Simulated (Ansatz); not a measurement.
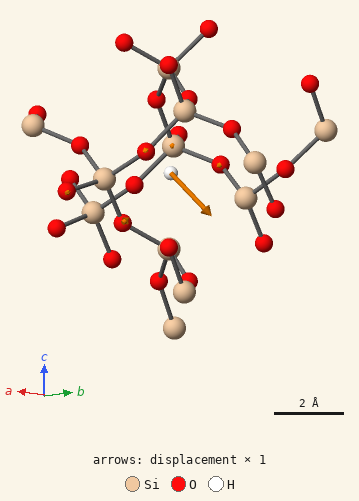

This is a relaxation of a defect cell of composition Si24O47H (cell charge +1). The starting structure is drawn; orange arrows show the displacements, at their true length.

Style: ball-and-stick. Shown: the atoms within 5.0 Å of the atom that moves most (axes of the cell of the calculation (origin shifted)), from a free direction.

Theory: Ansatz 0.2.0, DFT, PBEsol, PAW, plane waves. Set-up: plane-wave cutoff 420 eV; k-point mesh 1 × 1 × 1; mesh shifted by (0.25, 0.25, 0.25); no spin polarisation; atoms relaxed in a fixed cell; force threshold 0.03 eV/Å; at most 80 steps.

**Atoms of which element are displaced furthest, and by how much?**

Hydrogen: up to 1.77 Å, against 0.26 Å for oxygen.

**Describe the change and its energy.**

Over 12 geometry steps the energy falls by 4.928 eV per cell of the calculation. Largest force component: 3.1 eV/Å at the start, 0.021 eV/Å at the end. The atom that moves furthest is the H atom (1.77 Å roughly along [−1 1 −2]). Largest moves by element: H 1.77 Å, O 0.26 Å, Si 0.13 Å. The cell stays as it was. Among the contacts that change: H–Si 2.435 → 1.649 Å, H–Si 2.344 → 1.690 Å, O–Si 1.567 → 1.648 Å, O–Si 1.664 → 1.592 Å. New bonds form: H–Si (2.34 → 1.69 Å), H–Si (2.43 → 1.65 Å). Bond angles that change, for instance: Si–O–Si 143.3° → 155.3°, Si–O–Si 147.4° → 156.5°, O–Si–O 110.1° → 117.6°.

Limits of the set-up: the cell is charged, on a uniform background, and energies carry no finite-size correction.
